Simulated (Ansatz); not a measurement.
System Si₂Ni (space group Fm-3m, No. 225); source of the atomic positions: coordinates from a relaxation with DFT PBE, scalar-relativistic, plane waves, PAW in Ansatz 0.2.0.

Space group Fm-3m (No. 225). a = 5.447 Å, b = 5.447 Å, c = 5.447 Å, α = 90.00°, β = 90.00°, γ = 90.00°
```json
{"atom": "Si", "site": "8c", "symmetry": "-43m", "x": "0.2500", "y": "0.7500", "z": "0.7500"}
{"atom": "Ni", "site": "4a", "symmetry": "m-3m", "x": "0.0000", "y": "0.0000", "z": "0.0000"}
```

Bonds are taken as Ni–Si below 2.7 Å; no other contact counts. Simplification: prune 0- and 1-connected atoms, fold 2-connected ones into links.

Derive the underlying net.

The result is a binodal (4,8)-connected, three-periodic net: Si is a 4-connected node; Ni is an 8-connected node, in the ratio 2:1. It is the flu net, known from fluorite. It is a single net, without interpenetration.

```tsv
node	links	point symbol	coordination sequence
Si	4	4^6	4 22 24 82 64
Ni	8	4^12.6^12.8^4	8 12 48 42 128
```

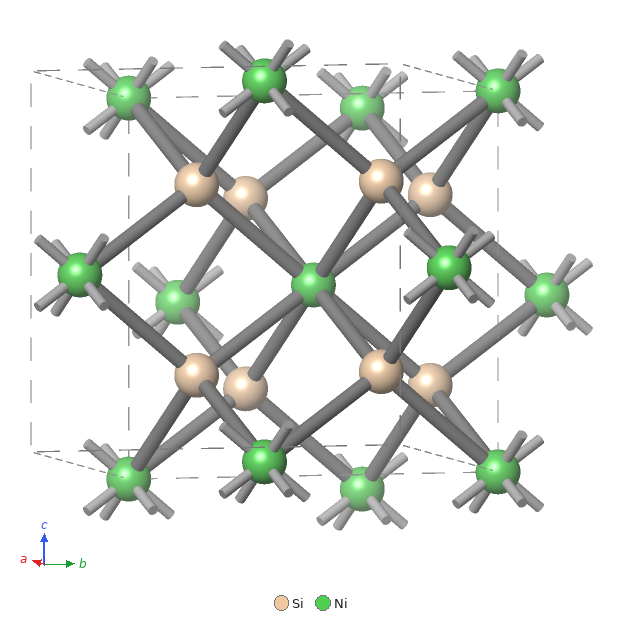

Nodes are coloured by element. Edges to nodes outside the piece are drawn as stubs.
